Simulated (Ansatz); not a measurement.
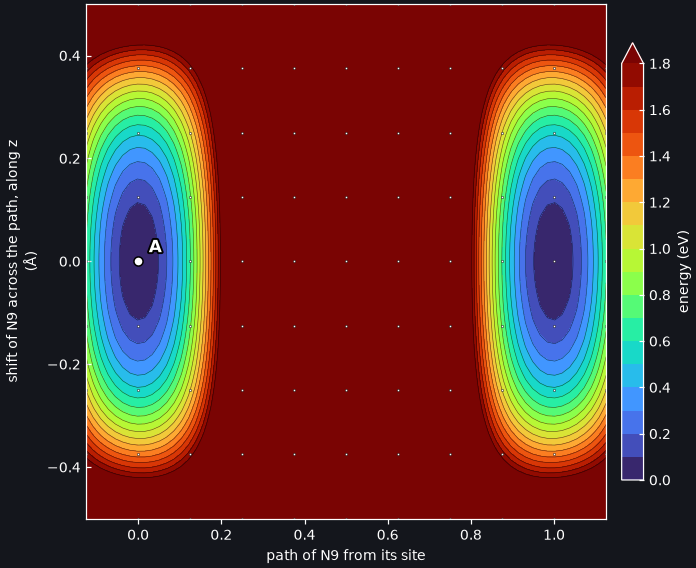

AlN (Fm-3m phase) with one N vacancy (15 atoms in the cell, cell charge +3). An atom moved over a plane that holds its own site and a neighbouring vacancy (x, y and z along the cube axes). First axis: path of N9 from its site (0) to the vacancy (1), 2.878 Å. Second axis: shift of N9 across the path, along z. Nothing is relaxed (all other atoms held at the sites of the perfect crystal). The grid has 11 × 9 points; 25 points were computed and 74 follow by symmetry. Points are written as (first, second). Energies are in eV per cell, from the lowest grid point. The cell is charged on a uniform background, without a charge correction. The calculation used Ansatz 0.2.0, DFT PBE, scalar-relativistic, plane waves, PAW. Settings: cutoff 420 eV, k-mesh 4×4×4, gaussian smearing 0.05 eV, no spin polarisation.

In the figure: filled contours, dots at the grid points, one colour for all values above the top of the scale, the well A. Between grid points the surface is interpolated.

Question: Where is the minimum, and how stiff is the well along each coordinate? Take the well at A.

Answer: The interpolated minimum is at the first coordinate ≈ 0.000, the second coordinate ≈ 0.000 Å. The curvatures there are about 89 eV and 15 eV/Å², with a cross term of about 0 eV/Å (per cell of 15 atoms). Round the minimum the two coordinates are nearly uncoupled.
